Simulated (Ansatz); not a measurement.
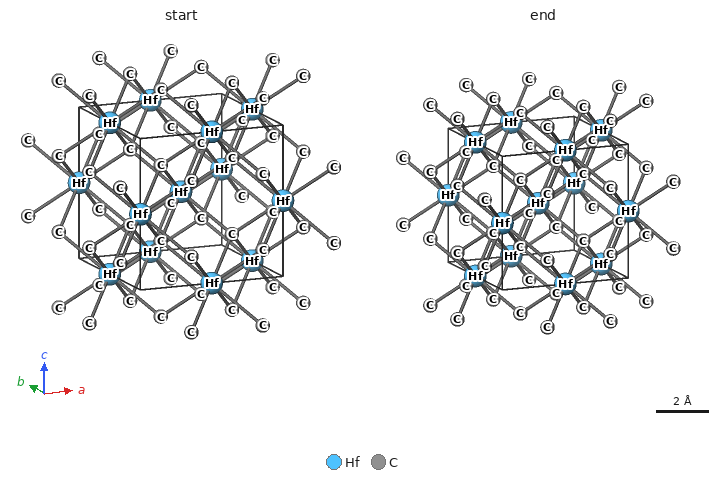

The structure of crystalline HfC₂ (a generated structure, set up in Fm-3m) (coarse preliminary run) before (left) and after (right) a relaxation, at one scale.

Style: ball-and-stick. Shown: the conventional cell (4 times the calculation's cell), slightly off an axis. Lengths and directions refer to the drawn axes.

Theory: DFT PBE, scalar-relativistic, plane waves, PAW (Ansatz).

Input
```yaml
crystal:
  lattice:
    - [0.0, 3.00947834, 3.00947834]
    - [3.00947834, 0.0, 3.00947834]
    - [3.00947834, 3.00947834, 0.0]
  atoms:
    - { symbol: Hf, position: [0.5, 0.5, 0.5] }
    - { symbol: C, position: [0.75, 0.75, 0.75] }
    - { symbol: C, position: [0.25, 0.25, 0.25] }
basis:
  ecutwfc: 420
kpoints:
  mp_grid: { grid: [6, 6, 6] }
hamiltonian:
  xc: pbe
scf:
  occupations: { method: gaussian, width: 0.1 }
  lower_state_search: "off"
output:
  forces: true
  stress: true
  eigenvalues: true
relax:
  adjacent_minimum: "off"
  f_tol: 0.04
  max_steps: 70
  cell: { stress_tol: 0.4 }
```

Launched with:
```bash
ansatz run input.yaml --threads 1 --pin off --max-ram 2560MiB --backend cpu --events-out ev --progress --plain --runs-dir out
```

Q: Summarise the run.

A: The atoms keep their places relative to the cell (all moves are under 0.005 Å). The drawn cell changes as follows: a = b = c 6.019 → 5.317 Å (−11.7 %); the volume changes by −31.1 %. Some distances before and after: Hf1–C2 2.606 → 2.302 Å. The space group stays Fm-3m (No. 225). After 4 accepted moves (5 points after the start) the energy has fallen by 2.215 eV per cell of the calculation. All forces vanish by symmetry, so only the cell relaxes. Pressure: −30.44 GPa at the start and −0.15 GPa at the end. At 1 point the geometry stayed and the basis and grid were re-selected for the new cell (energy shift of 6.1 meV per cell of the calculation at most each time).
